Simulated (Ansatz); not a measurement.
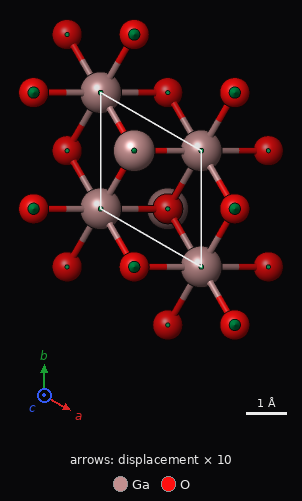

This is a relaxation of crystalline Ga$_{2}$O (a generated structure, set up in P-3m1). The starting structure is drawn; green arrows show the displacements (the part carried along by the change of the cell is left out), 10 times their true length.

The picture is a ball-and-stick view of the cell of the calculation, seen along the c axis.

Case: relaxed at 25 GPa.

Theory: DFT PBEsol, scalar-relativistic, plane waves, PAW in Ansatz 0.2.0.

Input
```yaml
crystal:
  lattice:
    - [2.9305135521, 0.0, 0.0]
    - [-1.4652567761, 2.5378991823, 0.0]
    - [0.0, 0.0, 10.9435922678]
  atoms:
    - { symbol: Ga, position: [0.0, 0.0, 0.3900372497] }
    - { symbol: Ga, position: [0.0, 0.0, 0.6099627503] }
    - { symbol: Ga, position: [0.6666666667, 0.3333333333, 0.1036424274] }
    - { symbol: Ga, position: [0.3333333333, 0.6666666667, 0.8963575726] }
    - { symbol: O, position: [0.6666666667, 0.3333333333, 0.3048861929] }
    - { symbol: O, position: [0.3333333333, 0.6666666667, 0.6951138071] }
basis:
  ecutwfc: 420
kpoints:
  mp_grid: { grid: [12, 12, 4] }
hamiltonian:
  xc: pbesol
scf:
  occupations: { method: fermi_dirac, width: 0.15 }
output:
  forces: true
  stress: true
  eigenvalues: true
  write_density: true
  write_potential: true
  elf: true
  volumetric_format: npy
relax:
  adjacent_minimum: "off"
  f_tol: 0.001
  max_steps: 60
  cell: { stress_tol: 0.02, p_target: 25.0 }
```

Run as
```bash
ansatz run input.yaml --threads 2 --pin off --max-ram 7168MiB --backend cpu --events-out ev --progress --plain --runs-dir out
```

What happened in the run?

The largest moves relative to the cell, 0.13 Å, are those of O5 and O6. O6 goes along +c. By element the largest moves are O 0.13 Å, Ga 0.01 Å. Cell: a = b 2.931 → 2.782 Å (−5.1 %), c 10.944 → 10.582 Å (−3.3 %). Volume −12.8 %. Some distances before and after: Ga3–O5 2.202 → 2.015 Å, Ga1–Ga2 2.407 → 2.308 Å, Ga1–O5 1.932 → 1.912 Å. Bond angles that change, for instance: O6–Ga2–O6 98.7° → 93.4°, Ga2–O6–Ga2 98.7° → 93.4°, Ga1–Ga2–O6 118.8° → 122.8°. The space group stays P-3m1 (No. 164). Over 8 accepted moves (10 points after the start) the energy rises by 168 meV per atom. With the target pressure of 25 GPa, the enthalpy E + pV changes by −104 meV per atom. Largest force component: 0.00017 eV/Å at the start, 0.00034 eV/Å at the end. Pressure: 7.99 GPa at the start and 25.00 GPa at the end. The SCF was repeated twice at an unchanged geometry on a basis and grid sized afresh for the cell, which shifted the energy by 2.4 meV per atom at most. Cost: 2.6 min on 2 threads of Intel(R) Xeon(R) Processor @ 2.50GHz (Skylake/Cascade Lake) (shared host), peak memory 0.52 GiB.

Limits of the set-up: layers or molecules are held without a dispersion correction, so their spacing is unreliable.
